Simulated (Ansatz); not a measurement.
# Geometry relaxation, with input and output: Ti₃Si (part 1 of 2)

- system: Ti₃Si (P6₃/mmc, 8 atoms in the cell)
- method: DFT LDA, scalar-relativistic, plane waves, PAW, no spin polarisation (Ansatz 0.2.0)

The structure derives from a Materials Project entry. Figures and captions count atoms from 1; the log counts them from 0 in places.

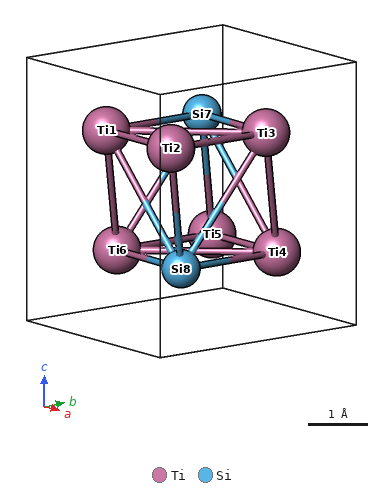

*The structure as given in the input (ball-and-stick view of the cell of the calculation, seen slightly off an axis; atoms are numbered from 1 in the order of the input). An atom can appear more than once, as a periodic image.*

Near neighbours in the periodic cell (some may lie outside the picture): Ti has 4 Si at 2.75 to 2.82 Å and 8 Ti at 2.73 to 2.90 Å; Si has 12 Ti at 2.75 to 2.82 Å.

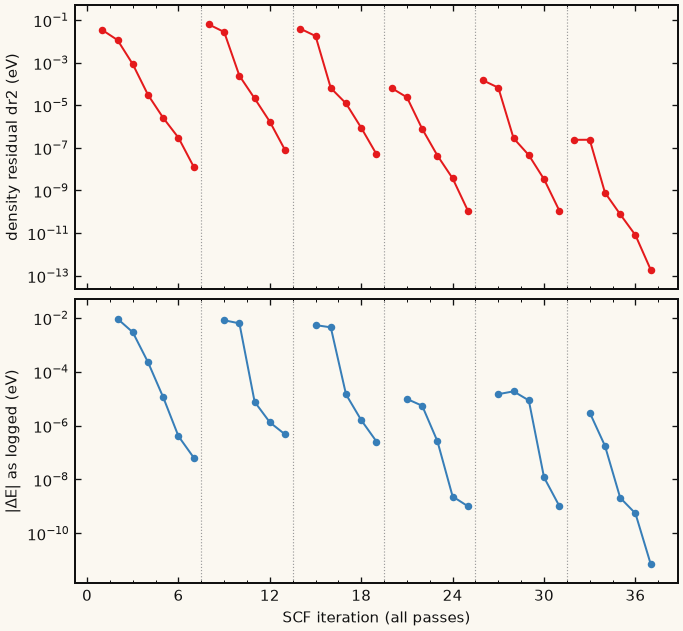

*Convergence of the self-consistent field: density residual dr2 and size of the energy change against the SCF iteration. The dotted lines part the SCF passes of the relaxation: geometry steps, rejected trials and re-solves on a re-selected basis.*

The 6 passes take 6 to 7 iterations each, 37 in all.

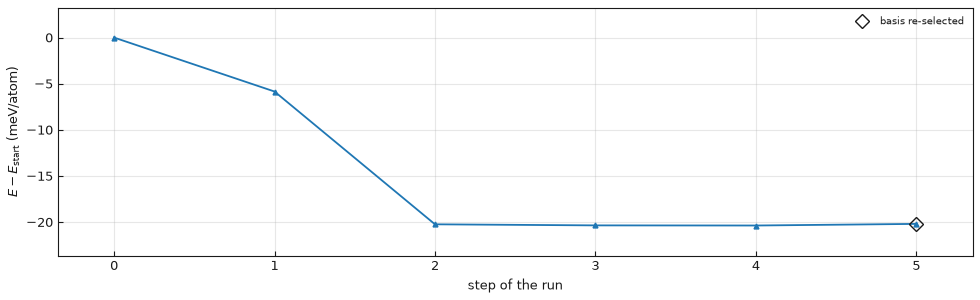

*Progress of the relaxation, step by step (the first geometry is step 0 here and step 1 in the log).*

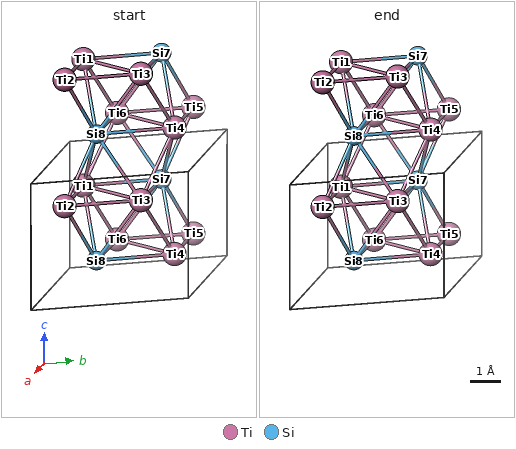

*Before (left) and after (right) the relaxation, at one scale (ball-and-stick view of the cell of the calculation, repeated 1 × 1 × 2, seen slightly off an axis).*

The energy falls by 20.4 meV per atom in 4 geometry steps. Largest force component: 0.006 eV/Å at the start, 0.00052 eV/Å at the end. Pressure: −7.48 GPa at the start and −0.02 GPa at the end. No atom moves by more than 0.005 Å relative to the cell. The volume changes by −5.3 %, with a = b 5.631 → 5.520 Å (−2.0 %), c 4.505 → 4.438 Å (−1.5 %). Among the contacts that change: Ti1–Ti2 2.902 → 2.842 Å, Ti1–Si7 2.816 → 2.760 Å, Ti1–Ti5 2.808 → 2.760 Å, Ti1–Si8 2.749 → 2.705 Å. The space group stays P6_3/mmc (No. 194). A last SCF at the same geometry on a re-selected plane-wave basis shifts the energy by +0.2 meV per atom. (Atoms are counted from 1 in the order of the input.)

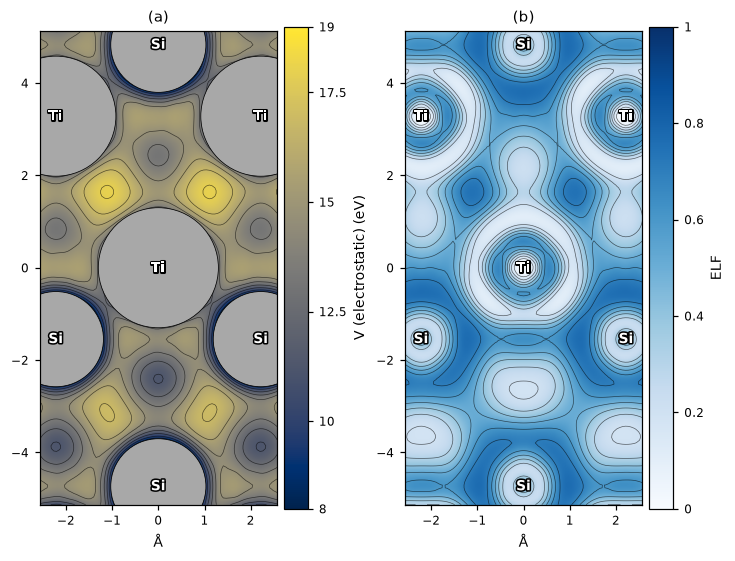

*(a) electrostatic potential energy of an electron; (b) electron localisation function on the (110) plane of the conventional cell. Grey discs, where drawn, cover atomic cores.*

Ti–Si (2.70 Å): the ELF is about 0.35 at the midpoint.The strong features right at Ti lie inside the PAW spheres (semicore, d or f shells) and say nothing about bonding. Outside the cores the potential energy rises away from the atoms and is highest about 2.0 Å from the nearest atoms; outside the discs it spans about 9 eV, and its zero is arbitrary. Core electrons are frozen (PAW), so the fields are smoothed inside the atomic spheres.

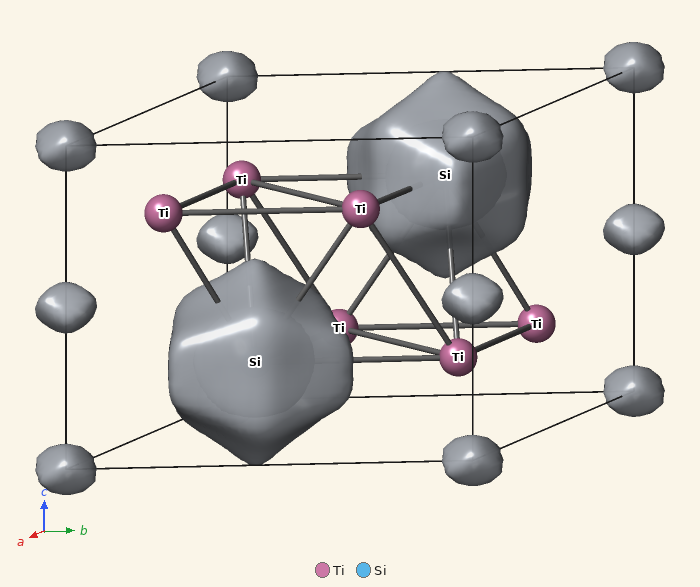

*Isosurface of the ELF at 0.65 (grey), seen slightly off an axis. Core shells and regions of very low density are left out. Sticks mark near contacts. The outline is the cell set on symmetry axes.*

Values along the shortest contacts: Ti–Ti (2.68 Å): the ELF is about 0.25 at the midpoint (no shared electron pair). Ti–Si (2.70 Å): the ELF is about 0.35 at the midpoint.

The input and output of the run follow.

## Input file
```yaml
crystal:
  lattice:
    - [5.6313135898, 0.0, 0.0]
    - [-2.8156567949, 4.8768606255, 0.0]
    - [0.0, 0.0, 4.50545247]
  atoms:
    - { symbol: Ti, position: [0.34359996, 0.17179998, 0.75] }
    - { symbol: Ti, position: [0.82820002, 0.17179998, 0.75] }
    - { symbol: Ti, position: [0.82820002, 0.65640004, 0.75] }
    - { symbol: Ti, position: [0.65640004, 0.82820002, 0.25] }
    - { symbol: Ti, position: [0.17179998, 0.82820002, 0.25] }
    - { symbol: Ti, position: [0.17179998, 0.34359996, 0.25] }
    - { symbol: Si, position: [0.33333333, 0.66666667, 0.75] }
    - { symbol: Si, position: [0.66666667, 0.33333333, 0.25] }
basis:
  ecutwfc: 420
kpoints:
  mp_grid: { grid: [6, 6, 8] }
hamiltonian:
  xc: lda
scf:
  occupations: { method: gaussian, width: 0.1 }
output:
  forces: true
  stress: true
  eigenvalues: true
  write_density: true
  write_potential: true
  elf: true
  volumetric_format: npy
relax:
  adjacent_minimum: "off"
  f_tol: 0.005
  max_steps: 80
  cell: { stress_tol: 0.05 }
```

Run as:
```bash
ansatz run input.yaml --threads 4 --pin off --max-ram 12288MiB --backend cpu --events-out ev --progress --plain --runs-dir out
```

## The program's output
```
Engine: ansatz 0.2.0, x86_64-unknown-linux-gnu
Pseudopotentials: kind: paw
Pseudopotential: Ti, paw, valence charge 12, recommended cutoff 420 eV (normal), Ti.paw.azcp
Pseudopotential: Si, paw, valence charge 4, recommended cutoff 420 eV (normal), Si.paw.azcp
Functional definition: SPW92
  exchange = slater_x
  correlation = pw_c
Crystal: 8 atoms, lattice volume = 123.734 Å³
Basis set: ecut = 420 eV, 2415 PW (Γ)
Bands: 48, of which v1, the nominal top of the filled ones, is band 40 counted from 1 (39 counted from 0)
Symmetry: 24 space group operations
Space group: P63/mmc (ITA 194), of the structure as read, at distance tolerance 5.0e-5 Å
k-points: 35 of 288
Non-local potential: Ti, projectors of the file, l = 0: 3, l = 1: 2, l = 2: 3, l = 3: 1
Non-local potential: Si, projectors of the file, l = 0: 2, l = 1: 2, l = 2: 2
PAW form: soft (Blöchl's): semilocal exchange-correlation on the pseudo side does not see the compensation charge
PAW frozen core: Ti, regenerated for the run's functional, and the local potential with it (the file was generated under x = pbe(κ = 0.804, μ = 0.2195149727645171), c = pbe(β = 0.06672455060314922))
PAW frozen core: Si, regenerated for the run's functional, and the local potential with it (the file was generated under x = pbe(κ = 0.804, μ = 0.2195149727645171), c = pbe(β = 0.06672455060314922))
PAW one-centre angular grid: Ti, 590 points (default); XC on 64 Gauss nodes
PAW one-centre angular grid: Si, 110 points (default); XC on 64 Gauss nodes
Initial density: superposition of atomic densities (neutral atoms: chi_scale 0, normalization atom), corrected by the library's trained network
Initial wavefunctions: pseudopotential atomic-orbital guess
Functional: x = slater, c = lda
SCF iter   1: F=—  HF=-15923.225083 eV  |F-HF|=—  |Δ(HF+E_count)|=         —  Δρ=6.71e-3  dr2=3.40e-2  ethr=1.77e-3  ⟨swp⟩=6.3  Hψ=6693  notcnv=0
preconditioner: auto → Kerker (q_TF=auto, 2.537 Å⁻¹)  [metal: Δε(μ)=0.014 eV  Ē_g=3.653 eV  σ=0.100 eV  W_gap=0.08  n_scr=26 (ndim 8)  ℏωp=18.9 eV  f_vac=0.000  D(μ)=7.07/eV (n_scr^D=70)]
SCF iter   2: F=—  HF=-15923.215826 eV  |F-HF|=—  |Δ(HF+E_count)|=   9.26e-3  Δρ=3.53e-3  dr2=1.15e-2  ethr=4.25e-5  ⟨swp⟩=2.5  Hψ=2639  notcnv=0
SCF iter   3: F=—  HF=-15923.212892 eV  |F-HF|=—  |Δ(HF+E_count)|=   2.93e-3  Δρ=6.50e-4  dr2=8.46e-4  ethr=1.44e-5  ⟨swp⟩=2.0  Hψ=2097  notcnv=0
SCF iter   4: F=—  HF=-15923.212665 eV  |F-HF|=—  |Δ(HF+E_count)|=   2.26e-4  Δρ=1.46e-4  dr2=3.08e-5  ethr=1.06e-6  ⟨swp⟩=2.0  Hψ=2191  notcnv=0
SCF iter   5: F=—  HF=-15923.212654 eV  |F-HF|=—  |Δ(HF+E_count)|=   1.12e-5  Δρ=4.59e-5  dr2=2.55e-6  ethr=3.86e-8  ⟨swp⟩=2.9  Hψ=3219  notcnv=0  defer=2
SCF iter   6: F=—  HF=-15923.212654 eV  |F-HF|=—  |Δ(HF+E_count)|=   4.02e-7  Δρ=1.51e-5  dr2=2.99e-7  ethr=3.19e-9  ⟨swp⟩=2.9  Hψ=3258  notcnv=0  defer=2
SCF iter   7: F=-15923.212654 eV  HF=-15923.212654 eV  |F-HF|=8.89e-9  |Δ(HF+E_count)|=   6.47e-8  Δρ=3.24e-6  dr2=1.30e-8  ethr=1.25e-10  ⟨swp⟩=12.5  Hψ=10599  notcnv=0
SCF 1 converged in 7 iterations: F = -15923.212654 eV  dr2 = 1.30e-8
  greatest PAW one-centre occupation: 0.999 electrons in one spin orbital (limit 2), on the Ti atom at site 5 (counted from 0), in its partial waves of l = 0
relax step   1: F+E_penalty+E_count = -15923.21265369 eV  Δ(F+E_penalty+E_count) = +0.000e0 eV  max|allowed force component| = 6.006e-3 eV/Å  Δτ_max = 0.0000 Å  P = -7.480 GPa  Ω = 123.734 Å³  (7 SCF iters, dr2 threshold 1.00e-7 eV, accepted)
Crystal: 8 atoms, lattice volume = 112.257 Å³
Basis set: ecut = 420 eV, 2193 PW (Γ)
Initial density: handed on by an earlier stage of this run
Initial wavefunctions: those handed on with the density
iter 1 solved again at ethr=7.75e-5 eV; its pass at ethr=3.10e-3 eV (dr2=6.20e-2 eV) is discarded
SCF iter   1: F=—  HF=-15923.273878 eV  |F-HF|=—  |Δ(HF+E_count)|=         —  Δρ=4.99e-3  dr2=6.19e-2  ethr=7.75e-5  ⟨swp⟩=1.2  Hψ=7970  notcnv=0
preconditioner: auto → Kerker (q_TF=auto, 2.579 Å⁻¹)  [metal: Δε(μ)=0.014 eV  Ē_g=3.884 eV  σ=0.100 eV  W_gap=0.08  n_scr=26 (ndim 8)  ℏωp=19.8 eV  f_vac=0.000  D(μ)=6.95/eV (n_scr^D=70)]
SCF iter   2: F=—  HF=-15923.265712 eV  |F-HF|=—  |Δ(HF+E_count)|=   8.17e-3  Δρ=3.00e-3  dr2=2.75e-2  ethr=7.74e-5  ⟨swp⟩=1.8  Hψ=1730  notcnv=0
SCF iter   3: F=—  HF=-15923.259441 eV  |F-HF|=—  |Δ(HF+E_count)|=   6.27e-3  Δρ=3.82e-4  dr2=2.43e-4  ethr=3.44e-5  ⟨swp⟩=2.0  Hψ=2235  notcnv=0
SCF iter   4: F=—  HF=-15923.259433 eV  |F-HF|=—  |Δ(HF+E_count)|=   7.63e-6  Δρ=1.38e-4  dr2=2.10e-5  ethr=3.04e-7  ⟨swp⟩=2.0  Hψ=2360  notcnv=0
SCF iter   5: F=—  HF=-15923.259434 eV  |F-HF|=—  |Δ(HF+E_count)|=   1.32e-6  Δρ=3.67e-5  dr2=1.69e-6  ethr=2.63e-8  ⟨swp⟩=2.0  Hψ=2176  notcnv=0
SCF iter   6: F=-15923.259434 eV  HF=-15923.259434 eV  |F-HF|=5.17e-8  |Δ(HF+E_count)|=   4.69e-7  Δρ=8.69e-6  dr2=7.83e-8  ethr=1.00e-9  ⟨swp⟩=10.9  Hψ=11032  notcnv=0
SCF 2 converged in 6 iterations: F = -15923.259434 eV  dr2 = 7.83e-8
relax step   2: F+E_penalty+E_count = -15923.25943375 eV  Δ(F+E_penalty+E_count) = -4.678e-2 eV  max|allowed force component| = 2.995e-1 eV/Å  Δτ_max = 0.0213 Å  P = +6.928 GPa  Ω = 112.257 Å³  energy of the carried Pulay correction = +3.453e-3 eV  (6 SCF iters, dr2 threshold 8.00e-7 eV, accepted)
Crystal: 8 atoms, lattice volume = 117.554 Å³
Basis set: ecut = 420 eV, 2301 PW (Γ)
iter 1 solved again at ethr=4.89e-5 eV; its pass at ethr=3.10e-3 eV (dr2=3.92e-2 eV) is discarded
SCF iter   1: F=—  HF=-15923.384425 eV  |F-HF|=—  |Δ(HF+E_count)|=         —  Δρ=3.44e-3  dr2=3.92e-2  ethr=4.89e-5  ⟨swp⟩=1.1  Hψ=8312  notcnv=0
preconditioner: auto → Kerker (q_TF=auto, 2.559 Å⁻¹)  [metal: Δε(μ)=0.015 eV  Ē_g=3.772 eV  σ=0.100 eV  W_gap=0.08  n_scr=26 (ndim 8)  ℏωp=19.4 eV  f_vac=0.000  D(μ)=7.23/eV (n_scr^D=70)]
SCF iter   2: F=—  HF=-15923.379012 eV  |F-HF|=—  |Δ(HF+E_count)|=   5.41e-3  Δρ=2.15e-3  dr2=1.78e-2  ethr=4.89e-5  ⟨swp⟩=1.4  Hψ=1695  notcnv=0
SCF iter   3: F=—  HF=-15923.374548 eV  |F-HF|=—  |Δ(HF+E_count)|=   4.46e-3  Δρ=3.04e-4  dr2=6.44e-5  ethr=2.22e-5  ⟨swp⟩=2.0  Hψ=2242  notcnv=0
SCF iter   4: F=—  HF=-15923.374562 eV  |F-HF|=—  |Δ(HF+E_count)|=   1.44e-5  Δρ=1.06e-4  dr2=1.22e-5  ethr=8.05e-8  ⟨swp⟩=2.3  Hψ=2771  notcnv=0
SCF iter   5: F=—  HF=-15923.374560 eV  |F-HF|=—  |Δ(HF+E_count)|=   1.59e-6  Δρ=2.52e-5  dr2=8.73e-7  ethr=1.53e-8  ⟨swp⟩=2.0  Hψ=2079  notcnv=0
SCF iter   6: F=-15923.374560 eV  HF=-15923.374560 eV  |F-HF|=3.63e-8  |Δ(HF+E_count)|=   2.56e-7  Δρ=6.73e-6  dr2=5.06e-8  ethr=1.00e-9  ⟨swp⟩=10.3  Hψ=10885  notcnv=0
SCF 3 converged in 6 iterations: F = -15923.374560 eV  dr2 = 5.06e-8
  greatest PAW one-centre occupation: 0.999 electrons in one spin orbital (limit 2), on the Ti atom at site 3 (counted from 0), in its partial waves of l = 0
relax step   3: F+E_penalty+E_count = -15923.37456007 eV  Δ(F+E_penalty+E_count) = -1.151e-1 eV  max|allowed force component| = 2.917e-2 eV/Å  Δτ_max = 0.0175 Å  P = -0.541 GPa  Ω = 117.554 Å³  energy of the carried Pulay correction = +1.819e-3 eV  (6 SCF iters, dr2 threshold 8.00e-7 eV, accepted)
Crystal: 8 atoms, lattice volume = 117.189 Å³
Basis set: ecut = 420 eV, 2277 PW (Γ)
iter 1 solved again at ethr=6.65e-8 eV; its pass at ethr=3.10e-3 eV (dr2=5.32e-5 eV) is discarded
SCF iter   1: F=—  HF=-15923.375506 eV  |F-HF|=—  |Δ(HF+E_count)|=         —  Δρ=1.67e-4  dr2=6.37e-5  ethr=6.65e-8  ⟨swp⟩=2.1  Hψ=7797  notcnv=0
preconditioner: auto → Kerker (q_TF=auto, 2.560 Å⁻¹)  [metal: Δε(μ)=0.017 eV  Ē_g=3.776 eV  σ=0.100 eV  W_gap=0.10  n_scr=26 (ndim 8)  ℏωp=19.4 eV  f_vac=0.000  D(μ)=7.18/eV (n_scr^D=70)]
SCF iter   2: F=—  HF=-15923.375496 eV  |F-HF|=—  |Δ(HF+E_count)|=   9.75e-6  Δρ=9.50e-5  dr2=2.36e-5  ethr=6.65e-8  ⟨swp⟩=2.0  Hψ=1973  notcnv=0
iter 3 did not close the SCF: its close was put off for the readings that it lacked (scf_convergence_deferred on its scf_iter line)
SCF iter   3: F=-15923.375490 eV  HF=-15923.375491 eV  |F-HF|=6.76e-7  |Δ(HF+E_count)|=   5.45e-6  Δρ=1.76e-5  dr2=7.82e-7  ethr=2.95e-8  ⟨swp⟩=2.0  Hψ=2180  notcnv=0
iter 4 did not close the SCF: its close was put off for the readings that it lacked (scf_convergence_deferred on its scf_iter line)
SCF iter   4: F=-15923.375491 eV  HF=-15923.375491 eV  |F-HF|=2.26e-8  |Δ(HF+E_count)|=   2.63e-7  Δρ=4.82e-6  dr2=4.36e-8  ethr=9.77e-10  ⟨swp⟩=2.2  Hψ=2399  notcnv=0
iter 5 did not close the SCF: its close was put off for the readings that it lacked (scf_convergence_deferred on its scf_iter line)
SCF iter   5: F=-15923.375491 eV  HF=-15923.375491 eV  |F-HF|=2.83e-9  |Δ(HF+E_count)|=   2.32e-9  Δρ=1.61e-6  dr2=3.70e-9  ethr=5.45e-11  ⟨swp⟩=2.0  Hψ=2208  notcnv=0
SCF iter   6: F=-15923.375491 eV  HF=-15923.375491 eV  |F-HF|=6.37e-11  |Δ(HF+E_count)|=   1.01e-9  Δρ=3.05e-7  dr2=1.13e-10  ethr=4.62e-12  ⟨swp⟩=4.5  Hψ=8466  notcnv=0
SCF 4 converged in 6 iterations: F = -15923.375491 eV  dr2 = 1.13e-10
relax step   4: F+E_penalty+E_count = -15923.37549057 eV  Δ(F+E_penalty+E_count) = -9.305e-4 eV  max|allowed force component| = 1.799e-2 eV/Å  Δτ_max = 0.0008 Å  P = -0.076 GPa  Ω = 117.189 Å³  energy of the carried Pulay correction = +1.929e-3 eV  (6 SCF iters, dr2 threshold 8.00e-7 eV, accepted)
```
